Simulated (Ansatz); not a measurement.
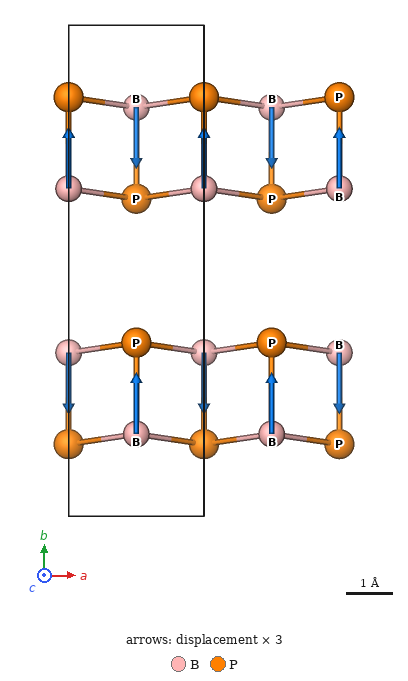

A relaxation of crystalline BP (a generated structure, set up in Cmcm) (coarse preliminary run). The starting structure is drawn; blue arrows show the displacements (the part carried along by the change of the cell is left out), magnified 3 times.

Style: ball-and-stick. Shown: the conventional cell (2 times the calculation's cell), repeated 2 × 1 × 1 with one cell outlined, along the c axis. Lengths and directions refer to the drawn axes.

Level of theory: Ansatz, DFT PBE, scalar-relativistic, plane waves, PAW.

Input
```yaml
crystal:
  lattice:
    - [1.4788914934, -5.363383414, 0.0]
    - [1.4788914934, 5.363383414, 0.0]
    - [0.0, 0.0, 3.0831595991]
  atoms:
    - { symbol: B, position: [0.6670545449, 0.3329454551, 0.25] }
    - { symbol: B, position: [0.3329454551, 0.6670545449, 0.75] }
    - { symbol: P, position: [0.8534033064, 0.1465966936, 0.25] }
    - { symbol: P, position: [0.1465966936, 0.8534033064, 0.75] }
basis:
  ecutwfc: 420
kpoints:
  mp_grid: { grid: [6, 6, 6] }
hamiltonian:
  xc: pbe
scf:
  occupations: { method: gaussian, width: 0.1 }
  lower_state_search: "off"
output:
  forces: true
  stress: true
  eigenvalues: true
relax:
  adjacent_minimum: "off"
  f_tol: 0.04
  max_steps: 70
  cell: { stress_tol: 0.4 }
```

Launched with:
```bash
ansatz run input.yaml --threads 1 --pin off --max-ram 2048MiB --backend cpu --events-out ev --progress --plain --runs-dir out
```

> What happened in the run?

The energy falls by 71.8 meV per atom in 11 accepted moves (13 points after the start). The largest force component goes from 0.66 to 0.0049 eV/Å. Pressure: 0.93 GPa at the start and 0.05 GPa at the end. The SCF was repeated twice at an unchanged geometry on a basis and grid sized afresh for the cell, which shifted the energy by 4.2 meV per atom at most. The largest moves relative to the cell, 0.45 Å, are those of B1 and B2. B1 goes along −b. Largest moves by element: B 0.45 Å, P 0.01 Å. Cell: a 2.958 → 2.894 Å (−2.2 %), b 10.727 → 13.063 Å (+21.8 %), c 3.083 → 2.894 Å (−6.1 %). Volume +11.8 %. Some distances before and after: B1–P4 2.147 → 2.174 Å. Bond angles that change, for instance: P4–B1–P4 168.3° → 140.6°, B1–P4–B1 168.3° → 140.6°, B1–P4–B2 84.1° → 70.3°. The space group stays Cmcm (No. 63). Cost: 40 s on 1 thread of Intel(R) Xeon(R) Platinum 8259CL CPU @ 2.50GHz (Skylake/Cascade Lake), with other jobs on the host, peak memory 0.41 GiB.
